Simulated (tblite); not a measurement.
Run report: GaN, single-point calculation

System: GaN (F-43m, 2 atoms in the cell).
Method: GFN1-xTB tight binding on a periodic cluster of cells at the zone centre (tblite 0.8.0).

The structure was built on a prototype by a generator. The run did not end well. The geometry comes from this level: r2SCAN (a point of a series of volumes). It belongs to a series of runs on one base structure; here: volume -6%.

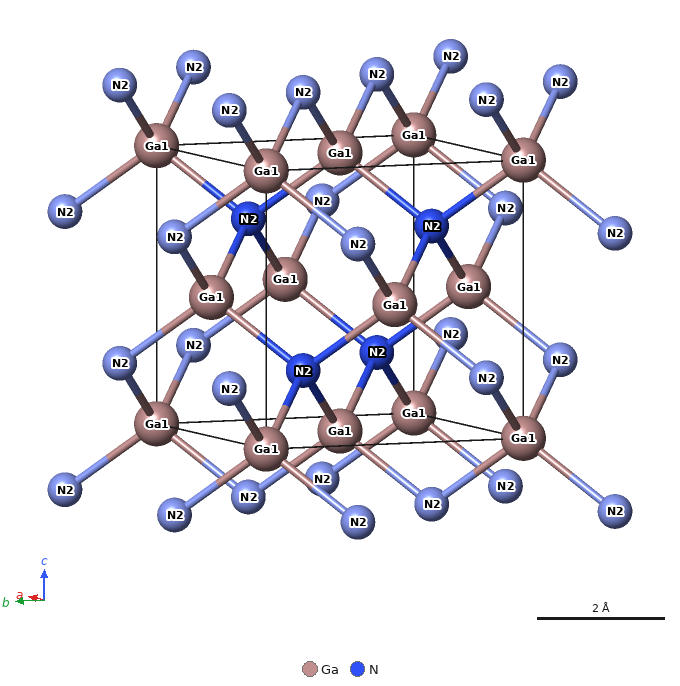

Fig. 1: The structure (ball-and-stick view of the cell 4 times as large as that of the calculation, set on its symmetry axes, seen at an oblique angle; neighbours outside the cell are drawn fainter; atoms are numbered from 1 in the order of the input).

The input:
```python
import json
from ase import Atoms
from ase.build import make_supercell
from ase.units import Bohr, GPa, Hartree
from tblite.interface import Calculator

atoms = Atoms(['Ga', 'N'],
              cell=[[0.0, 2.20304267, 2.20304267], [2.20304267, 0.0, 2.20304267], [2.20304267, 2.20304267, 0.0]],
              scaled_positions=[[0.0, 0.0, 0.0], [0.25, 0.25, 0.25]],
              pbc=True)
cluster = make_supercell(atoms, [[-2, 2, 2], [-2, -2, 2], [2, -2, 2]])
calc = Calculator('GFN1-xTB', cluster.numbers, cluster.positions / Bohr, lattice=cluster.cell[:] / Bohr, periodic=cluster.pbc)
calc.set('temperature', 0.02 / Hartree)
calc.set('max-iter', 150)
res = calc.singlepoint()
levels = res.get('orbital-energies') * Hartree
nv = round(res.get('orbital-occupations').sum() / 2)
cells = len(cluster) // len(atoms)
out = {'energy_per_cell': res.get('energy') * Hartree / cells, 'homo': levels[nv - 1], 'lumo': levels[nv],
       'stress': (-res.get('virial') * Hartree / cluster.get_volume() / GPa).tolist(), 'charges': res.get('charges')[:len(atoms)].tolist(), 'electrons': 2 * nv / cells}
json.dump(out, open('results.json', 'w'))
for key, value in out.items():
    print(key, value)
```

Machine: 1 thread of Arm Neoverse V2, 24 GiB of memory available, shared host.

Launch command:
```bash
python run.py
```

The program's output:
```
------------------------------------------------------------
  cycle        total energy    energy error   density error
------------------------------------------------------------
      1     0.2412152521004   0.0000000E+00   0.0000000E+00
------------------------------------------------------------

tblite.exceptions.TBLiteRuntimeError: (sygvd) failed to solve eigenvalue problem. info=382
```

What the run reported:

| quantity | value |
| --- | --- |
| outcome | ended with an error |
| space group (tolerance 0.01 Å) | F-43m (216) |
| wall time | 1.4 s |
| peak memory | 0.11 GiB |

Diagnosis:

The run ended with an error.
